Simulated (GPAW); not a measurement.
# N K-edge XANES of AlN (P6_3mc), part 2 of 4

How does the N K edge of AlN (P6_3mc) move when the bonds are compressed or stretched?

GPAW 26.7.0; X-ray absorption from dipole matrix elements to empty bands, plane-wave PAW PBE.

So far. Step 2 (The field without a hole): The mesh shows a gap of 4.14 eV, so the hole is first treated in a charged cell, without the excited electron.

The database entry behind the starting cell differs from later determinations by our own check (inner coordinate u about 0.002 short), so it need not match the best structure at ambient conditions.

### Step 4. Spectrum with FCH, N atom 3

The holes are 5.9 Å apart. In GPAW the data set carries the hole's charge, so charge=0 means a charged cell and charge=-1 a neutral one. The excited electron is left out and a uniform background balances the charge. After the field has converged, empty bands are computed with the density fixed and the dipole matrix elements are summed.

The absorber has 4 Al at 1.89 Å (tetrahedral, site symmetry 3m).

xas.py

```python
import numpy as np
from ase import Atoms
from ase.parallel import parprint, paropen
from gpaw import GPAW, PW, FermiDirac, Mixer, MixerDif, setup_paths
from gpaw.test import gen
setup_paths.insert(0, '.')
gen('N', name='fch1s', xcname='PBE', corehole=(1, 0, 1), write_xml=True)
from gpaw.mpi import world
world.barrier()

atoms = Atoms('Al8N8',
    cell=[[-1.5565, -2.69593708, -4.981],
     [1.5565, 2.69593708, -4.981],
     [6.226, 0, 0]],
    scaled_positions=[[0.58333333, 0.91666667, 0.16666667],
     [0.08333333, 0.41666667, 0.16666667],
     [0.58333333, 0.91666667, 0.66666667],
     [0.08333333, 0.41666667, 0.66666667],
     [0.66666667, 0.33333333, 0.83333333],
     [0.16666667, 0.83333333, 0.83333333],
     [0.66666667, 0.33333333, 0.33333333],
     [0.16666667, 0.83333333, 0.33333333],
     [0.39333333, 0.72666667, 0.16666667],
     [0.89333333, 0.22666667, 0.16666667],
     [0.39333333, 0.72666667, 0.66666667],
     [0.89333333, 0.22666667, 0.66666667],
     [0.47666667, 0.14333333, 0.83333333],
     [0.97666667, 0.64333333, 0.83333333],
     [0.47666667, 0.14333333, 0.33333333],
     [0.97666667, 0.64333333, 0.33333333]],
    pbc=True)
atoms.calc = calc = GPAW(legacy_gpaw=True, mode=PW(500, force_complex_dtype=True), xc='PBE', setups={8: 'fch1s'},
    kpts={'size': (4, 4, 4), 'gamma': True}, occupations=FermiDirac(0.02),
    charge=0, mixer=Mixer(0.1, 5, 50), maxiter=150,
    convergence={'density': 0.0001, 'eigenstates': 1e-6}, txt='scf.txt')
energy = atoms.get_potential_energy() + calc.get_reference_energy()
ef = calc.get_fermi_level()
out = dict(energy=energy, fermi=ef, forces=atoms.get_forces().tolist())
parprint(f'all-electron energy {energy:.4f} eV, Fermi level {ef:.4f} eV')
ev = np.array([[calc.get_eigenvalues(k, s) for k in range(len(calc.get_ibz_k_points()))] for s in range(calc.get_number_of_spins())])
out['homo'], out['lumo'], out['counts'] = ev[ev < ef].max(), ev[ev > ef].min(), sorted(set((ev < ef).sum((0, 2)).tolist()))
out['filled'] = (ev[:, 0] < ef).sum(1).tolist()

from ase.units import Ha
from gpaw.xas import dipole_matrix_elements
nb = int(calc.get_number_of_electrons() / 2) + 102
top, nb = nb, nb + 8 + nb // 12
nscf = calc.fixed_density(kpts={'size': (5, 5, 5), 'gamma': True}, nbands=nb,
    convergence={'bands': top, 'eigenstates': 5e-3}, maxiter=60, txt='nscf.txt')
cell = atoms.cell.array
ops = [cell.T @ U.T @ np.linalg.inv(cell.T) for U in nscf.wfs.kd.symmetry.op_scc]
filled = [32]  # bands filled in the ground state, by spin
E = np.arange(-6, 34, 0.1)
fwhm = np.interp(E, [4, 25], [0.9, 3.5])
Y, X, zero, highest = 0, 0, 1e9, 1e9
for spin in range(nscf.get_number_of_spins()):
    wfs = nscf.wfs
    mine = wfs.bd.get_slice()  # this rank's bands
    A = dipole_matrix_elements(wfs.setups[8])
    eps = np.zeros((wfs.kd.nibzkpts, nb))
    d = np.zeros((3, A.shape[1], wfs.kd.nibzkpts, nb), complex)
    for kpt in wfs.kpt_u:
        if kpt.s == spin and 8 in kpt.P_ani:
            eps[kpt.k, mine] = kpt.eps_n * Ha
            d[:, :, kpt.k, mine] = (kpt.weight * wfs.nspins / 2) ** 0.5 * np.inner(A, kpt.P_ani[8])
    world.sum(eps)
    world.sum(d)
    T = np.einsum('amkn,bmkn->abkn', d, d.conj()).real
    T = sum(np.einsum('ai,ijkn,bj->abkn', R, T, R) for R in ops) / len(ops)
    empty = np.ones_like(eps, bool) & (np.arange(nb) >= filled[spin])
    zero, highest = min(zero, eps[empty].min()), min(highest, eps[:, top - 1].min())
    lines = [(eps, T, empty)] if spin == 0 else lines + [(eps, T, empty)]
for eps, T, empty in lines:
    f = np.einsum('aakn->akn', T).reshape(3, -1)
    x = eps.ravel() - zero
    w = np.interp(x, E, fwhm) / 2.35482
    g = np.exp(-0.5 * ((E[:, None] - x) / w) ** 2) / (w * (2 * np.pi) ** 0.5)
    Y = Y + (f * empty.ravel()) @ g.T
    X = X + (f * ~empty.ravel()) @ g.T
out.update(E=E.round(2).tolist(), xas=Y.tolist(), xes=X.tolist(), zero=zero, valid=highest - zero, nk=len(eps), nb=nb)
for i in range(0, len(E), 10):
    parprint(f'{E[i]:7.2f}', *(f'{v:10.3e}' for v in Y[:, i]))
import json
with paropen('out.json', 'w') as f:
    json.dump(out, f)
```

Started as:

```bash
$ OMP_NUM_THREADS=1 mpirun -n 4 gpaw python xas.py
```

Numbers of over 12 decimals in the logs are rounded to 6 here.

Log:

```text
Input parameters:
  convergence: {density: 0.0001,
                eigenstates: 1e-06}
  kpts: {gamma: True,
         size: (4, 4, 4)}
  maxiter: 150
  mixer: {backend: pulay,
          beta: 0.1,
          method: separate,
          nmaxold: 5,
          weight: 50}
  mode: {ecut: 500.0,
         force_complex_dtype: True,
         name: pw}
  occupations: {fixmagmom: False,
                name: fermi-dirac,
                width: 0.02}
  setups: {8: fch1s}
  xc: PBE

Initialize ...

[... PAW data sets ...]

Reference energy: -64260.899534  # eV

Spin-paired calculation

[... convergence settings ...]
Symmetries present (total): 1
  [... symmetry matrices ...]

64 k-points: 4 x 4 x 4 Monkhorst-Pack grid + [1/8,1/8,1/8]
36 k-points in the irreducible part of the Brillouin zone
       k-points in crystal coordinates                weights
   0:     0.00000000    0.00000000    0.00000000          1/64
   1:     0.00000000    0.00000000    0.25000000          2/64
   2:     0.00000000    0.00000000    0.50000000          1/64
   3:     0.00000000    0.25000000   -0.25000000          2/64
   4:     0.00000000    0.25000000    0.00000000          2/64
   5:     0.00000000    0.25000000    0.25000000          2/64
   6:     0.00000000    0.25000000    0.50000000          2/64
   7:     0.00000000    0.50000000    0.00000000          1/64
   8:     0.00000000    0.50000000    0.25000000          2/64
   9:     0.00000000    0.50000000    0.50000000          1/64
          ...
  35:     0.50000000    0.50000000    0.50000000          1/64

Wave functions: Plane wave expansion
  Cutoff energy: 500.000 eV
  Number of coefficients (min, max): 4232, 4263
  Pulay-stress correction: 0.000000 eV/Ang^3 (de/decut=0.000000)
  Using FFTW library
  Wavefunction extrapolation:
    Improved wavefunction reuse through dual PAW basis

Occupation numbers: Fermi-Dirac:
  width: 0.0200  # eV

Eigensolver
   Davidson(niter=2)

Densities:
  Coarse grid: 32*32*35 grid
  Fine grid: 64*64*70 grid
  Total Charge: 1.000000

Density mixing:
  Method: separate
  Backend: pulay
  Linear mixing parameter: 0.1
  old densities: 5
  Width of damping distribution: 1.1
  Damping of long wavelength oscillations: 50

[... Hamiltonian set-up ...]
Number of atoms: 16
Number of atomic orbitals: 64
Number of bands in calculation: 43
Number of valence electrons: 64
Bands to converge: occupied

... initialized

Initializing position-dependent things.

Density initialized from atomic densities
Creating initial wave functions:
  43 bands from LCAO basis set

             Al     Al

            N      N
                 Al      Al
             N      N
            Al     Al
       N       N
             Al     Al

            N      N

Atomic positions and initial magnetic moments

Positions:
   0 Al     1.556500    0.898646   -7.471500    ( 0.0000,  0.0000,  0.0000)
   1 Al     1.556500    0.898646   -2.490500    ( 0.0000,  0.0000,  0.0000)
   2 Al     4.669500    0.898646   -7.471500    ( 0.0000,  0.0000,  0.0000)
   3 Al     4.669500    0.898646   -2.490500    ( 0.0000,  0.0000,  0.0000)
   4 Al     4.669500   -0.898646   -4.981000    ( 0.0000,  0.0000,  0.0000)
   5 Al     6.226000    1.797291   -4.981000    ( 0.0000,  0.0000,  0.0000)
   6 Al     1.556500   -0.898646   -4.981000    ( 0.0000,  0.0000,  0.0000)
[...]
13 N      4.669500   -0.898646   -8.069220    ( 0.0000,  0.0000,  0.0000)
  14 N      1.556500   -0.898646   -3.088220    ( 0.0000,  0.0000,  0.0000)
  15 N      1.556500   -0.898646   -8.069220    ( 0.0000,  0.0000,  0.0000)

Unit cell:
           periodic     x           y           z      points  spacing
  1. axis:    yes   -1.556500   -2.695937   -4.981000    32     0.1482
  2. axis:    yes    1.556500    2.695937   -4.981000    32     0.1482
  3. axis:    yes    6.226000    0.000000    0.000000    35     0.1541

  Lengths:   5.873766   5.873766   6.226000
  Angles:   74.633533 105.366467  64.008698

Effective grid spacing dv^(1/3) = 0.1671

iter:   1  -156.479031
iter:   2  -148.053468   -1.10  -0.57
iter:   3  -137.995097   -0.45  -0.66
iter:   4  -137.968974   -1.76  -1.05
iter:   5  -138.052246   -2.42  -1.21
iter:   6  -138.107108   -2.04  -1.98
iter:   7  -138.027685   -2.79  -1.84
iter:   8  -138.021750   -3.21  -2.23
iter:   9  -138.021188c  -5.02  -2.79
iter:  10  -138.021053c  -4.62  -2.87
iter:  11  -138.021197c  -5.16  -3.13
iter:  12  -138.021060c  -5.07  -3.16
iter:  13  -138.021066c  -6.88c -3.51
iter:  14  -138.021074c  -6.17c -3.62
iter:  15  -138.021066c  -6.54c -3.86
iter:  16  -138.021066c  -7.84c -4.45c

Converged after 16 iterations.

Dipole moment: (2.562101, 5.112464, -13.457304) |e|*Ang

Energy contributions relative to reference atoms: (reference = -64260.899534)

Kinetic:        +88.594761
Potential:      -90.930246
External:        +0.000000
XC:            -135.087621
Entropy (-ST):   -0.000000
Local:           -0.597960
SIC:             +0.000000
--------------------------
Free energy:   -138.021066
Extrapolated:  -138.021066

Showing only first 2 kpts
 Kpt  Band  Eigenvalues  Occupancy
  0    30      6.13465    2.00000
  0    31      6.15391    2.00000
  0    32      9.77831    0.00000
  0    33     11.37359    0.00000

  1    30      6.10570    2.00000
  1    31      6.11928    2.00000
  1    32     10.51426    0.00000
[...]
Fermi level: 6.65541

Gap: 3.624 eV
Transition (v -> c):
  (s=0, k=0, n=31, [0.00, 0.00, 0.00]) -> (s=0, k=0, n=32, [0.00, 0.00, 0.00])
No difference between direct/indirect transitions

Forces in eV/Ang:
  0 Al   -0.22889    0.13199   -2.00254
  1 Al   -0.14433    0.08321    0.23192
  2 Al    0.22053   -0.03458   -0.37679
  3 Al    0.14012   -0.17388   -0.37674
  4 Al    0.05677   -0.03268    0.02339
  5 Al   -1.50578    0.86957    0.55955
  6 Al   -0.06238   -1.77753    0.43449
[...]
13 N     0.35267   -0.20290   -0.39193
 14 N    -0.26491    0.22040    0.19222
 15 N    -0.32290    0.11998    0.19215
Scalar-relativistic atomic PBE calculation for N (Nitrogen, Z=7)
Core hole in 1s state (1s occupation: 1.0)
300 radial gridpoints.
|------------------------------------------------|
|------------------------------------------------|
[... the atom generator's iteration count ...]

Energy contributions:
-------------------------
Kinetic:      +38.893141
XC:            -4.740592
Potential:    -73.160590
-------------------------
Total:        -39.008042

state      eigenvalue         ekin         rmax
-----------------------------------------------
1s^1.0 :   -16.784323    23.680985        0.144
2s^2.0 :    -1.344151     3.188451        0.910
2p^3.0 :    -0.921356     2.945085        0.787
-----------------------------------------------
(units: Bohr and Hartree)

Generating PAW setup
Kinetic energy of the core from tauc = 23.696066
Cutoffs:
rc(s)=1.140
rc(p)=1.000
rc(d)=1.090
rc(vbar)=1.120
rc(comp)=1.090
rc(nct)=1.140

Kinetic energy of the core states: 23.680985
Charge: 1.0
Core electrons: 1.0
Valence electrons: 5.0
Pseudo-core charge: 0.003697
Shape function alpha=8.417
Pseudo-electron charge 4.916039
state    eigenvalue         norm
--------------------------------
2s(2) :    -1.344151     1.101188
*s    :    -0.344151
2p(3) :    -0.921356     0.903322
*p    :     0.078644
*d    :     0.000000
--------------------------------

Diagonalizing with gridspacing h=0.050

state   all-electron     PAW
-------------------------------
2s:      -1.344151    -1.345632
2p:      -0.921356    -0.925433
*d:                   -0.065555
*f:                   -0.013847
-------------------------------
all-electron energy -64398.9206 eV, Fermi level 6.6554 eV
[...]
31.00  8.084e-05  8.061e-05  6.113e-05
  32.00  6.821e-05  6.816e-05  5.360e-05
  33.00  5.538e-05  5.568e-05  4.754e-05
```

Elapsed: 1.8 min, on 4 MPI ranks of AMD EPYC 9R14 (Zen 4), shared host; peak memory 0.6 GiB; 7 min of CPU time.

The N K spectrum, N atom 3, full core hole (charged cell) (energy from the lowest empty level; intensity scaled to a mean of 1 over the first 20 eV; polarised curves are means over the symmetry-equivalent atoms):

| E (eV) | isotropic | ε ⊥ c | ε ∥ c |
| --- | --- | --- | --- |
| -2.0 | 0.00 | 0.00 | 0.00 |
| -0.5 | 0.00 | 0.00 | 0.00 |
| 1.0 | 0.26 | 0.27 | 0.25 |
| 2.5 | 1.83 | 1.80 | 1.88 |
| 4.0 | 1.53 | 1.72 | 1.16 |
| 5.5 | 1.97 | 2.03 | 1.83 |
| 7.0 | 1.96 | 1.70 | 2.48 |
| 8.5 | 1.20 | 1.18 | 1.23 |
| 10.0 | 0.55 | 0.67 | 0.30 |
| 11.5 | 0.66 | 0.71 | 0.55 |
| 13.0 | 0.44 | 0.37 | 0.59 |
| 14.5 | 0.43 | 0.40 | 0.49 |
| 16.0 | 0.50 | 0.47 | 0.57 |
| 17.5 | 0.80 | 0.78 | 0.84 |
| 19.0 | 1.08 | 1.13 | 0.99 |
| 20.5 | 1.13 | 1.21 | 0.98 |
| 22.0 | 1.15 | 1.19 | 1.05 |
| 23.5 | 0.89 | 0.84 | 0.98 |
| 25.0 | 0.66 | 0.58 | 0.83 |
| 26.5 | 0.71 | 0.66 | 0.80 |

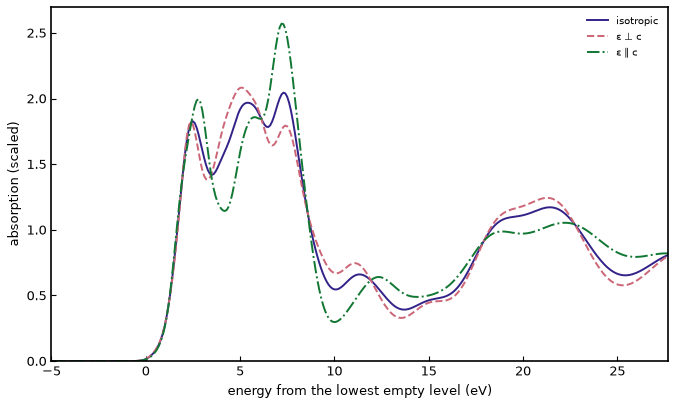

The N K edge, N atom 3, full core hole (charged cell): main maxima at 2.5, 5.4 and 7.3 eV.

Main maxima below 24 eV (height): 2.5 eV (1.83), 5.4 eV (1.97), 7.3 eV (2.04), 11.3 eV (0.66) and 21.4 eV (1.17). A K edge sees empty p states on the absorber.

The hole costs E(hole) − E(ground) = 396.31 eV, and the lowest empty level of the hole cell on the spectrum's mesh lies at 9.78 eV, which puts the zero at 406.09 eV. One term is added: -7.82 eV, since the hole is spin-paired here and a spin-polarised one costs that much less in the free atom (computed apart). The photon energy is then 398.27 eV. The functional and the charged cell's background leave an error of a few eV in such absolute values.

### Step 5. Supercell without a hole, the energy reference

The cell changes for the next run, so it gets a reference energy of its own.

The cell differs from the one that the last finished run ended in (a 5.874 → 5.754 Å, b 5.874 → 5.754 Å, c 6.226 → 6.099 Å).

scf.py

```python
import numpy as np
from ase import Atoms
from ase.parallel import parprint, paropen
from gpaw import GPAW, PW, FermiDirac, Mixer, MixerDif, setup_paths
from gpaw.test import gen
setup_paths.insert(0, '.')
gen('N', name='nch1s', xcname='PBE', corehole=(1, 0, 0), write_xml=True)
from gpaw.mpi import world
world.barrier()

atoms = Atoms('Al8N8',
    cell=[[-1.52472578, -2.64090252, -4.87931841],
     [1.52472578, 2.64090252, -4.87931841],
     [6.09890311, 0, 0]],
    scaled_positions=[[0.58333333, 0.91666667, 0.16666667],
     [0.08333333, 0.41666667, 0.16666667],
     [0.58333333, 0.91666667, 0.66666667],
     [0.08333333, 0.41666667, 0.66666667],
     [0.66666667, 0.33333333, 0.83333333],
     [0.16666667, 0.83333333, 0.83333333],
     [0.66666667, 0.33333333, 0.33333333],
     [0.16666667, 0.83333333, 0.33333333],
     [0.39333333, 0.72666667, 0.16666667],
     [0.89333333, 0.22666667, 0.16666667],
     [0.39333333, 0.72666667, 0.66666667],
     [0.89333333, 0.22666667, 0.66666667],
     [0.47666667, 0.14333333, 0.83333333],
     [0.97666667, 0.64333333, 0.83333333],
     [0.47666667, 0.14333333, 0.33333333],
     [0.97666667, 0.64333333, 0.33333333]],
    pbc=True)
atoms.calc = calc = GPAW(legacy_gpaw=True, mode=PW(500, force_complex_dtype=True), xc='PBE', setups={8: 'nch1s'},
    kpts={'size': (4, 4, 4), 'gamma': True}, occupations=FermiDirac(0.02),
    charge=0, mixer=Mixer(0.1, 5, 50), maxiter=150,
    convergence={'density': 0.0001, 'eigenstates': 1e-6}, txt='scf.txt')
energy = atoms.get_potential_energy() + calc.get_reference_energy()
ef = calc.get_fermi_level()
out = dict(energy=energy, fermi=ef, forces=atoms.get_forces().tolist())
parprint(f'all-electron energy {energy:.4f} eV, Fermi level {ef:.4f} eV')
ev = np.array([[calc.get_eigenvalues(k, s) for k in range(len(calc.get_ibz_k_points()))] for s in range(calc.get_number_of_spins())])
out['homo'], out['lumo'], out['counts'] = ev[ev < ef].max(), ev[ev > ef].min(), sorted(set((ev < ef).sum((0, 2)).tolist()))
out['filled'] = (ev[:, 0] < ef).sum(1).tolist()
import json
with paropen('out.json', 'w') as f:
    json.dump(out, f)
```

Started as:

```bash
$ OMP_NUM_THREADS=1 mpirun -n 4 gpaw python scf.py
```

Log:

```text
Input parameters:
  convergence: {density: 0.0001,
                eigenstates: 1e-06}
  kpts: {gamma: True,
         size: (4, 4, 4)}
  maxiter: 150
  mixer: {backend: pulay,
          beta: 0.1,
          method: separate,
          nmaxold: 5,
          weight: 50}
  mode: {ecut: 500.0,
         force_complex_dtype: True,
         name: pw}
  occupations: {fixmagmom: False,
                name: fermi-dirac,
[...]
--------------------------------
2s(2) :    -0.682897     1.073459
*s    :     0.317103
2p(3) :    -0.260504     0.953429
*p    :     0.739496
*d    :     0.000000
--------------------------------

Diagonalizing with gridspacing h=0.050

state   all-electron     PAW
-------------------------------
2s:      -0.682897    -0.683965
2p:      -0.260504    -0.262602
*d:                    0.047814
*f:                    0.075943
-------------------------------
all-electron energy -64794.4303 eV, Fermi level 7.5950 eV
[key lines of the parts left out:]
Converged after 12 iterations.
Dipole moment: (2.648391, 4.587048, -12.812090) |e|*Ang
Free energy:   -113.272013
Fermi level: 7.59502
```

Run time: 23 s. Hardware: 4 MPI ranks; peak memory 0.29 GiB; 91 s of CPU time.

Reference energy: -64794.430 eV with the cores included.

### Step 6. Spectrum with FCH, N atom 3

Shorter bonds are expected to push antibonding states and scattering resonances up, and longer ones down; the cell is scaled to test that.

Changed against the first core-hole run: volume scale from 1 to 0.94.

Edit xas.py of step 4 so:

```diff
@@ -11,5 +11,5 @@
 atoms = Atoms('Al8N8',
-    cell=[[-1.5565, -2.69593708, -4.981],
-     [1.5565, 2.69593708, -4.981],
-     [6.226, 0, 0]],
+    cell=[[-1.52472578, -2.64090252, -4.87931841],
+     [1.52472578, 2.64090252, -4.87931841],
+     [6.09890311, 0, 0]],
     scaled_positions=[[0.58333333, 0.91666667, 0.16666667],
@@ -45,3 +45,3 @@
 from gpaw.xas import dipole_matrix_elements
-nb = int(calc.get_number_of_electrons() / 2) + 102
+nb = int(calc.get_number_of_electrons() / 2) + 96
 top, nb = nb, nb + 8 + nb // 12
```

Started as:

```bash
$ OMP_NUM_THREADS=1 mpirun -n 4 gpaw python xas.py
```

Log:

```text
Input parameters:
  convergence: {density: 0.0001,
                eigenstates: 1e-06}
  kpts: {gamma: True,
         size: (4, 4, 4)}
  maxiter: 150
  mixer: {backend: pulay,
          beta: 0.1,
          method: separate,
          nmaxold: 5,
          weight: 50}
  mode: {ecut: 500.0,
         force_complex_dtype: True,
         name: pw}
  occupations: {fixmagmom: False,
                name: fermi-dirac,
[...]
*p    :     0.078644
*d    :     0.000000
--------------------------------

Diagonalizing with gridspacing h=0.050

state   all-electron     PAW
-------------------------------
2s:      -1.344151    -1.345632
2p:      -0.921356    -0.925433
*d:                   -0.065555
*f:                   -0.013847
-------------------------------
all-electron energy -64398.8642 eV, Fermi level 7.2712 eV
[...]
32.00  7.537e-05  7.561e-05  5.879e-05
  33.00  5.719e-05  5.785e-05  4.733e-05
[key lines of the parts left out:]
Converged after 16 iterations.
Dipole moment: (2.432460, 4.906842, -13.027998) |e|*Ang
Free energy:   -137.964715
Fermi level: 7.27116
```

The job ended after 95 s (4 MPI ranks; peak memory 0.57 GiB).

| E (eV) | first run | this run |
| --- | --- | --- |
| -2.0 | 0.00 | 0.00 |
| -1.0 | 0.00 | 0.00 |
| 0.0 | 0.02 | 0.02 |
| 1.0 | 0.26 | 0.44 |
| 2.0 | 1.48 | 1.67 |
| 3.0 | 1.61 | 1.40 |
| 4.0 | 1.53 | 1.40 |
| 5.0 | 1.92 | 1.93 |
| 6.0 | 1.88 | 1.69 |
| 7.0 | 1.96 | 1.72 |
| 8.0 | 1.65 | 2.07 |
| 9.0 | 0.85 | 1.09 |
| 10.0 | 0.55 | 0.53 |
| 11.0 | 0.64 | 0.60 |
| 12.0 | 0.61 | 0.65 |
| 13.0 | 0.44 | 0.50 |
| 14.0 | 0.40 | 0.40 |
| 15.0 | 0.46 | 0.44 |
| 16.0 | 0.50 | 0.47 |
| 17.0 | 0.66 | 0.55 |
| 18.0 | 0.93 | 0.79 |
| 19.0 | 1.08 | 1.04 |
| 20.0 | 1.11 | 1.12 |
| 21.0 | 1.16 | 1.16 |
| 22.0 | 1.15 | 1.19 |
| 23.0 | 0.99 | 1.13 |
| 24.0 | 0.79 | 0.94 |
| 25.0 | 0.66 | 0.75 |
| 26.0 | 0.67 | 0.67 |
| 27.0 | 0.75 | 0.71 |

The scaled spectrum changes by 13 % r.m.s. The highest intensity below 16 eV goes from 7.3 eV (2.04) to 7.7 eV (2.17).

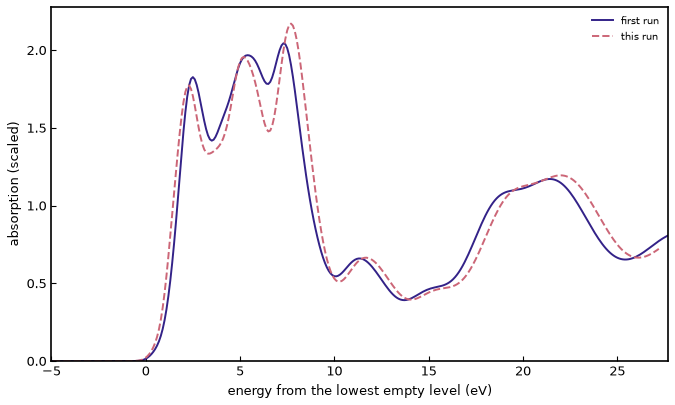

The effect of the change (volume scale from 1 to 0.94).

The photon energy of the zero moves by +0.33 eV.

[end of part 2 of 4]

[Banner, clock and machine lines of the logs are left out without a mark of their own.]

[Logs are printed without paths, hosts, clocks, repeated set-up lines and the standing remarks that a program may print on its own settings, such as how far it seeks lower states.]

[Hosts, paths, dates, database ids (printed as entryN), source tags and the programs' standing remarks are cut or masked in the printed files.]

[Lists of maxima count a maximum above −3 eV only where it reaches 4 % of the highest in the window and stands out from its surroundings by 2 % of it (1.5 % where it reaches 55 %); shoulders and weaker maxima are passed over, and of the rest the first, up to two pre-edge ones and the few strongest are named.]
